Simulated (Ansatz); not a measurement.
```
Sn O
1.0
     2.69046   -2.69048    0.00000
     2.69046    2.69048    0.00000
     0.00000    0.00000    9.49482
Sn O
4 4
Direct
  0.50000 0.00000 0.61083
  0.50162 0.99838 0.13189
  0.00162 0.49838 0.86811
  0.00000 0.50000 0.38917
  0.50158 0.49842 0.00000
  0.50002 0.49998 0.50000
  0.00158 0.99842 0.00000
  0.00002 0.99998 0.50000
```

Space group Aem2; not relaxed (largest force 1.8 eV/Å).

Computed with DFT PBEsol, scalar-relativistic, plane waves, PAW in Ansatz.

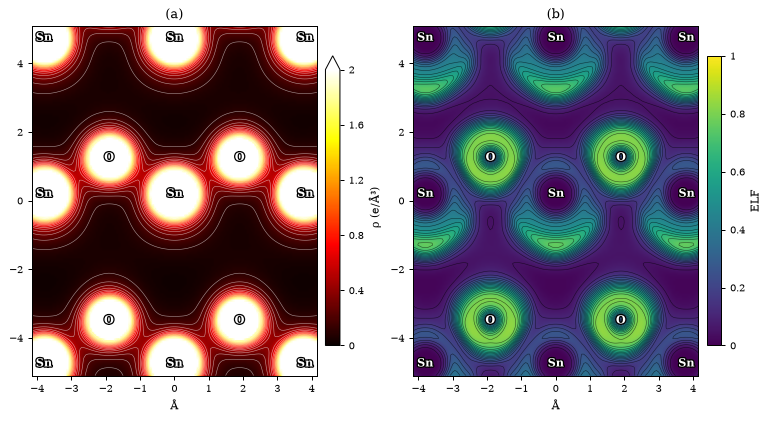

SnO. (a) valence charge density (pseudo); (b) electron localisation function on the (100) plane of the standardised cell.

Core electrons are frozen (PAW), and the valence fields are smoothed inside the atomic spheres.

Question: Interpret the plot.

Answer: The section cuts through Sn and O sites.
Sn–O (2.17 Å): ρ at the midpoint is about 0.52 e/Å³; the ELF peaks at about 0.85 in the valence shell of O, 0.6 Å from its nucleus, and is about 0.20 at the midpoint (no localised pair shows between them).
Sn–O (2.28 Å): ρ at the midpoint is about 0.43 e/Å³; the ELF peaks at about 0.85 in the valence shell of O, 0.6 Å from its nucleus, and is about 0.20 at the midpoint; no shared electron pair shows on this line.
Between the atoms the lowest density in this plane is 0.02 e/Å³.
